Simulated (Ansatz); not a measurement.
Al5GaAs6

Input file:

```
crystal:
  lattice:
    - [4.054171, 0.0, 0.0]
    - [0.0, 12.158071, 0.0]
    - [0.0, 0.0, 5.729349]
  atoms:
    - { symbol: Al, position: [0.0, 0.833077, 7.0e-06] }
    - { symbol: Al, position: [0.0, 0.166923, 7.0e-06] }
    - { symbol: Al, position: [0.5, 0.333455, 0.499862] }
    - { symbol: Al, position: [0.0, 0.5, 0.0] }
    - { symbol: Al, position: [0.5, 0.666545, 0.499862] }
    - { symbol: Ga, position: [0.5, 0.0, 0.500085] }
    - { symbol: As, position: [0.5, 0.832776, 0.750756] }
    - { symbol: As, position: [0.0, 0.0, 0.248204] }
    - { symbol: As, position: [0.5, 0.167224, 0.750756] }
    - { symbol: As, position: [0.0, 0.333482, 0.250109] }
    - { symbol: As, position: [0.5, 0.5, 0.750243] }
    - { symbol: As, position: [0.0, 0.666518, 0.250109] }
basis:
  ecutwfc: 420
kpoints:
  mp_grid: { grid: [8, 4, 6] }
  band_path:
    path:
      - [[0.0, 0.0, 0.0], [0.5, 0.0, 0.0], [0.5, 0.5, 0.0], [0.0, 0.5, 0.0], [0.0, 0.0, 0.0], [0.0, 0.0, 0.5], [0.5, 0.0, 0.5], [0.5, 0.5, 0.5], [0.0, 0.5, 0.5], [0.0, 0.0, 0.5]]
      - [[0.5, 0.0, 0.0], [0.5, 0.0, 0.5]]
      - [[0.0, 0.5, 0.0], [0.0, 0.5, 0.5]]
      - [[0.5, 0.5, 0.0], [0.5, 0.5, 0.5]]
    npoints: 10
hamiltonian:
  xc: pbe
scf:
  occupations: { method: gaussian, width: 0.02 }
  n_extra_bands: 30
output:
  forces: true
  stress: true
  eigenvalues: true
  populations: true
  dos: { projected: true, de: 0.02, nscf_kmesh: { grid: [12, 6, 9] } }
  bader: false
  write_density: true
  write_potential: true
  elf: true
  volumetric_format: npy
```

Run with:

```sh
ansatz run input.yaml --threads 4 --pin off --max-ram 8192MiB --backend cpu --events-out ev --progress --plain --runs-dir out
```

Below, planes, directions and counts refer to the conventional cell (a = 4.05 Å, b = 12.16 Å, c = 5.73 Å, α = 90.00°, β = 90.00°, γ = 90.00°).

Space group Pmm2; a structure generated by program, which may or may not match a known phase.

Method: Ansatz 0.2.0, DFT PBE, scalar-relativistic, plane waves, PAW.

What will maps of the valence pseudo-density and electron localisation function show?

Answer. Al–As (2.48 Å): ρ is about 0.46 e/Å³ halfway; the ELF peaks at about 0.95 between the atoms; a covalent bond.
Ga–As (2.49 Å): the density is about 0.46 e/Å³ at the midpoint; the ELF peaks at about 0.80 between the atoms (a covalent bond).

Metal or insulator at this level of theory?

Answer. It is gapped, with a Kohn–Sham gap of 1.4 eV on the k-point mesh (the band edges may lie off the mesh, which would make the gap smaller).

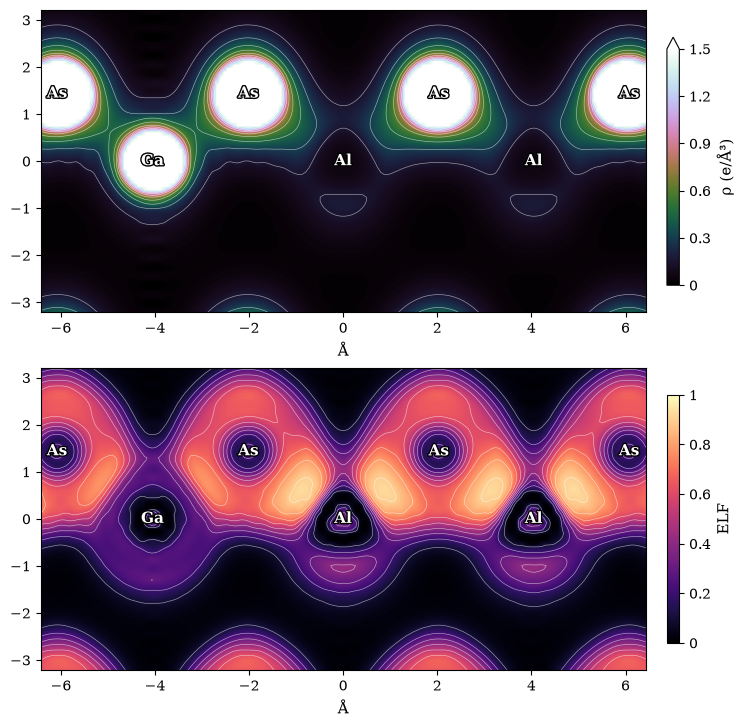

Computed valence pseudo-density and electron localisation function on the (100) plane of the conventional cell, in this order. 

In a PAW calculation such maps are meaningful between the atoms, not at the nuclei.
